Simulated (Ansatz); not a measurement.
PbF₂ (space group Fm-3m, No. 225). Coordinates: coordinates from a relaxation with DFT PBE, scalar-relativistic, plane waves, PAW (Ansatz 0.2.0).

```cif
data_structure
_symmetry_space_group_name_H-M 'Fm-3m'
_symmetry_Int_Tables_number 225
_cell_length_a 5.9997
_cell_length_b 5.9997
_cell_length_c 5.9997
_cell_angle_alpha 90.000
_cell_angle_beta 90.000
_cell_angle_gamma 90.000
_cell_volume 215.97
loop_
_atom_site_label
_atom_site_type_symbol
_atom_site_symmetry_multiplicity
_atom_site_Wyckoff_symbol
_atom_site_fract_x
_atom_site_fract_y
_atom_site_fract_z
_atom_site_occupancy
Pb1 Pb 4 a 0.00000 0.00000 0.00000 1
F1 F 8 c 0.25000 0.25000 0.75000 1
```

Describe how the polyhedra about Pb are linked (bonds: F–Pb below 2.9 Å).

Pb: PbF8 cube, sharing edges with twelve neighbours.

They form a three-dimensional framework of edge-sharing cubes.

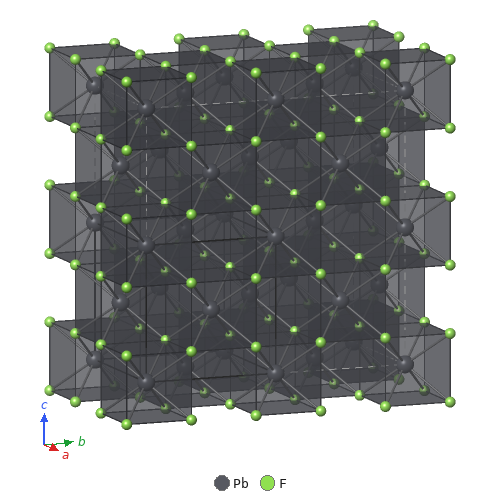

Polyhedra are drawn about Pb (bonds: F–Pb below 2.9 Å); other atoms are plain spheres.
